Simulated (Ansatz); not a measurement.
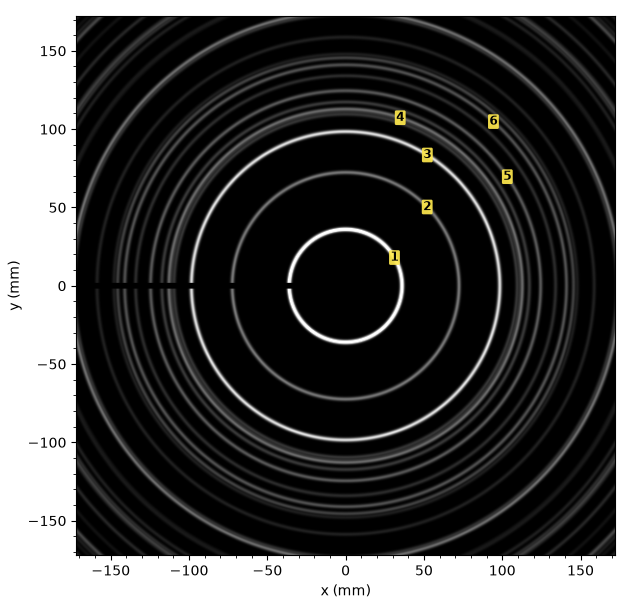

Simulated X-ray powder rings on a flat area detector normal to the beam: λ = 0.3100 Å, sample-to-detector distance 530 mm, axes in mm from the beam centre, for a mixture of two phases. Kinematic intensities with B = 0.5 Å² for all atoms, without absorption; brightness goes as intensity to the power 0.5, clipped at the top. Reflections closer than the ring width show as one ring.

Phase I: C (Im-3m), a = 2.390 Å, b = 2.390 Å, c = 2.390 Å, α = 90.00°, β = 90.00°, γ = 90.00°; the input geometry of an electronic-structure calculation (not necessarily at equilibrium); the starting structure was generated, so it need not be a known form of this composition.
Phase II: C (P6_3/mmc), a = 1.733 Å, b = 1.733 Å, c = 9.141 Å, α = 90.00°, β = 90.00°, γ = 120.00°; the input geometry of an electronic-structure calculation (not necessarily at equilibrium); the starting structure was generated, so it need not be a known form of this composition.
Volume fractions 0.4 and 0.6.

Which rings come from which phase?

Answer.
```csv
ring,radius,d (Å),phase,hkl
1,36.0 mm,4.57,II,002
2,72.4 mm,2.29,II,004
3,98.4 mm,1.690,I,110
4,112.8 mm,1.481,II,101
5,124.5 mm,1.346,II,103
6,141.0 mm,1.195,I,200
```
